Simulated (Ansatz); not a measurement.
# What a change does: single-point calculation on C

System: C (R-3m, 2 atoms in the cell).
Method of the first run: DFT, PBE, all-electron LAPW, scalar-relativistic, no spin polarisation (Ansatz 0.2.0).

The structure was built on a prototype by a generator; it need not be a known phase. Text and figures count atoms from 1; the logs count them from 0 in places.

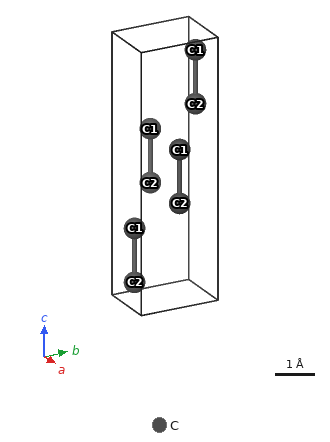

Fig. 1: The structure as given in the input (ball-and-stick view of the cell 3 times as large as that of the calculation, set on its symmetry axes, seen at an oblique angle; atoms are numbered from 1 in the order of the input).

**The input, the first run**
```yaml
crystal:
  lattice:
    - [0.0, 2.0103628793, 2.0103628793]
    - [2.0103628793, 0.0, 2.0103628793]
    - [2.0103628793, 2.0103628793, 0.0]
  atoms:
    - { symbol: C, position: [-0.1925, -0.1025, -0.1025] }
    - { symbol: C, position: [0.1925, 0.1025, 0.1025] }
kpoints:
  mp_grid: { grid: [13, 13, 13] }
scf:
  occupations: { method: fermi_dirac, width: 0.05 }
hamiltonian:
  xc: pbe
  pseudopotentials: { kind: all_electron, lapw: { basis_error: 0.001 } }
output:
  forces: true
  stress: true
  eigenvalues: true
  populations: true
```

Command:
```bash
ansatz run input.yaml --threads 1 --pin off --max-ram 2048MiB --backend cpu --events-out ev --progress --plain --runs-dir out
```

Hardware: 1 thread of Arm Neoverse V2, 24 GiB of memory available, shared host.

**Output, shortened to warnings, some set-up lines, iterations and results (the first run)**
```
Basis set: ecut = 521.2844245079691 eV, 459 PW (Γ), exchange–correlation at level 2
Symmetry: 12 space group operations
k-points: 231 of 2197
Initial density: superposition of atomic densities (chi_scale 0.1, normalization cell)
[...]
SCF iter   1: F=—  HF=-2071.075980 eV  |F-HF|=—  |Δ(HF+E_count)|=         —  Δρ=8.32e-2  dr2=7.45e-1  ethr=6.16e-3  ⟨swp⟩=2.0  Hψ=16441  notcnv=0
SCF iter   2: F=—  HF=-2070.867674 eV  |F-HF|=—  |Δ(HF+E_count)|=   2.08e-1  Δρ=3.55e-2  dr2=1.14e-1  ethr=6.16e-3  ⟨swp⟩=2.2  Hψ=6062  notcnv=0
SCF iter   3: F=—  HF=-2070.848285 eV  |F-HF|=—  |Δ(HF+E_count)|=   1.94e-2  Δρ=4.14e-3  dr2=1.11e-3  ethr=9.19e-6  ⟨swp⟩=2.1  Hψ=10986  notcnv=0
SCF iter   4: F=—  HF=-2070.848673 eV  |F-HF|=—  |Δ(HF+E_count)|=         —  Δρ=2.89e-4  dr2=6.93e-6  ethr=9.19e-6  ⟨swp⟩=2.0  Hψ=5093  notcnv=0
SCF iter   5: F=—  HF=-2070.848679 eV  |F-HF|=—  |Δ(HF+E_count)|=   5.80e-6  Δρ=5.96e-5  dr2=4.71e-7  ethr=5.77e-8  ⟨swp⟩=3.0  Hψ=5775  notcnv=0
SCF iter   6: F=-2070.848679 eV  HF=-2070.848679 eV  |F-HF|=1.41e-8  |Δ(HF+E_count)|=   1.07e-7  Δρ=1.19e-5  dr2=8.72e-9  ethr=3.92e-9  ⟨swp⟩=3.0  Hψ=5787  notcnv=0
SCF 1 converged in 6 iterations: F = -2070.848679 eV  dr2 = 8.72e-9
SCF converged after 6 iterations
Free energy (F): -2070.848679 eV
Harris-Foulkes:  -2070.848679 eV  (|F-HF|=1.41e-8)
Internal energy: -2070.847729 eV  (E = F + TS)
E sigma→0 (E₀):  -2070.848204 eV
Entropy (-TS):   -0.000949 eV (-0.475 meV/atom)
Fermi energy:    9.570413 eV
--- Per-component energies (eV) ---
  E_band       = -1030.534393
  E_kinetic    = 2046.128883
  E_xc         = -288.629673
  E_electrostatic = -3828.346939  (all electrons and nuclei)
  E_smearing   = -0.000949  (= −TS)
  E_closure    = 0.000000  (closes the sum)
  E_atoms      = -2055.265647  (free atoms, spherical and without spin; not in F)
  Σ components = -2070.848679   (vs F -2070.848679, Δ=0.00e0)
  Basis errors (estimates in eV, not in F): energy 6.2e-4 per atom: plane waves 5.8e-4 (3.7e-4 summed), levels above the bands 8.6e-108, relativity 1.3e-8, radial functions 4.7e-5, core shells 0.0e0; eigenvalues (radial functions only) 1.0e-6; not estimated: angular momenta, meshes, grids; target …
--- Forces (eV/Å), atoms counted from 1 ---
  atom   1  C     -4.00387830     4.00387830     4.00387830
  atom   2  C      4.00387830    -4.00387830    -4.00387830
  max |Σ_I F_I| component: 8.88e-16 eV/Å
--- Stress (GPa, compression-positive) ---
      -57.697422       8.660883       8.660883
        8.660883     -57.697422      -8.660883
        8.660883      -8.660883     -57.697422
  P = ⅓ Tr σ = -57.6974 GPa (-576.974 kbar)
--- Löwdin populations: 2 sites ---
  site symbol       q [e]
     0      C      5.9793
     1      C      5.9793
  spilling = 0.003457 (of n_electrons = 12.000000)
```

For the second run the input was changed thus:
```diff
+  n_extra_bands: 16
+accuracy: low
```

How does the second run compare with the first run?

The energy doesn't change within 0.01 meV per atom. The SCF takes 5 iterations against 6. On the same kind of shared host the second run took about 1.5 times as long.

**Output, shortened to warnings, some set-up lines, iterations and results (the second run)**
```
Basis set: ecut = 521.2844245079691 eV, 459 PW (Γ), exchange–correlation at level 2
Symmetry: 12 space group operations
k-points: 231 of 2197
Initial density: superposition of atomic densities (chi_scale 0.1, normalization cell)
[...]
SCF iter   1: F=—  HF=-2071.076113 eV  |F-HF|=—  |Δ(HF+E_count)|=         —  Δρ=8.33e-2  dr2=7.46e-1  ethr=6.21e-3  ⟨swp⟩=2.0  Hψ=33424  notcnv=0
SCF iter   2: F=—  HF=-2070.867711 eV  |F-HF|=—  |Δ(HF+E_count)|=   2.08e-1  Δρ=3.54e-2  dr2=1.14e-1  ethr=6.21e-3  ⟨swp⟩=2.0  Hψ=13179  notcnv=0
SCF iter   3: F=—  HF=-2070.848257 eV  |F-HF|=—  |Δ(HF+E_count)|=   1.95e-2  Δρ=4.25e-3  dr2=1.13e-3  ethr=9.49e-6  ⟨swp⟩=2.0  Hψ=21329  notcnv=0
SCF iter   4: F=—  HF=-2070.848670 eV  |F-HF|=—  |Δ(HF+E_count)|=         —  Δρ=2.77e-4  dr2=4.82e-6  ethr=9.43e-6  ⟨swp⟩=2.0  Hψ=9503  notcnv=0
SCF iter   5: F=-2070.848679 eV  HF=-2070.848679 eV  |F-HF|=1.24e-7  |Δ(HF+E_count)|=   8.34e-6  Δρ=3.19e-5  dr2=7.06e-8  ethr=4.02e-8  ⟨swp⟩=3.0  Hψ=10032  notcnv=0
SCF 1 converged in 5 iterations: F = -2070.848679 eV  dr2 = 7.06e-8
SCF converged after 5 iterations
Free energy (F): -2070.848679 eV
Harris-Foulkes:  -2070.848679 eV  (|F-HF|=1.24e-7)
Internal energy: -2070.847729 eV  (E = F + TS)
E sigma→0 (E₀):  -2070.848204 eV
Entropy (-TS):   -0.000950 eV (-0.475 meV/atom)
Fermi energy:    9.570274 eV
--- Per-component energies (eV) ---
  E_band       = -1030.535292
  E_kinetic    = 2046.129302
  E_xc         = -288.629658
  E_electrostatic = -3828.347373  (all electrons and nuclei)
  E_smearing   = -0.000950  (= −TS)
  E_closure    = 0.000000  (closes the sum)
  E_atoms      = -2055.265647  (free atoms, spherical and without spin; not in F)
  Σ components = -2070.848679   (vs F -2070.848679, Δ=0.00e0)
  Basis errors (estimates in eV, not in F): energy 6.2e-4 per atom: plane waves 5.8e-4 (3.7e-4 summed), levels above the bands 0.0e0, relativity 1.3e-8, radial functions 4.7e-5, core shells 0.0e0; eigenvalues (radial functions only) 4.3e-5; not estimated: angular momenta, meshes, grids; target …
--- Forces (eV/Å), atoms counted from 1 ---
  atom   1  C     -4.00361014     4.00361014     4.00361014
  atom   2  C      4.00361014    -4.00361014    -4.00361014
  max |Σ_I F_I| component: 0.00e0 eV/Å
--- Stress (GPa, compression-positive) ---
      -57.697576       8.662950       8.662950
        8.662950     -57.697576      -8.662950
        8.662950      -8.662950     -57.697576
  P = ⅓ Tr σ = -57.6976 GPa (-576.976 kbar)
--- Löwdin populations: 2 sites ---
  site symbol       q [e]
     0      C      5.9793
     1      C      5.9793
  spilling = 0.003457 (of n_electrons = 12.000000)
```

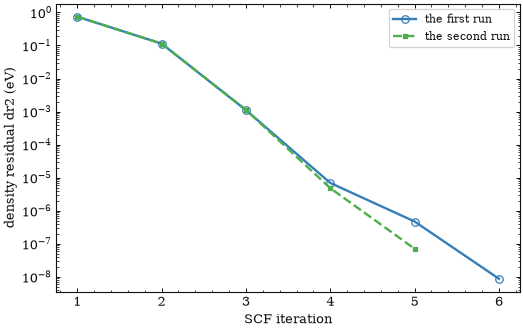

Fig. 2: Convergence of the two runs: density residual dr2 against the SCF iteration. The first run takes 6 iterations in all, and the second run takes 5.

**The two runs side by side**

| quantity | the first run | the second run |
| --- | --- | --- |
| outcome | converged | converged |
| free energy per atom (eV) | −1035.4243 | −1035.4243 |
| energy per atom, smearing taken to zero (eV) | −1035.4241 | −1035.4241 |
| pressure (GPa) | −57.70 | −57.70 |
| largest force (eV/Å) | 6.935 | 6.934 |
| SCF iterations | 6 | 5 |
| irreducible k-points | 231 | 231 |
| plane waves at Γ | 459 | 459 |
| wall time (shared host) | 15 s | 24 s |

For the first run: The cell is under a tension of 58 GPa at this level, so it is not at its equilibrium volume. For the second run: These settings are looser than, or depart from, a standard set-up, so the numbers are not reference values for this system. The input asks for low accuracy.
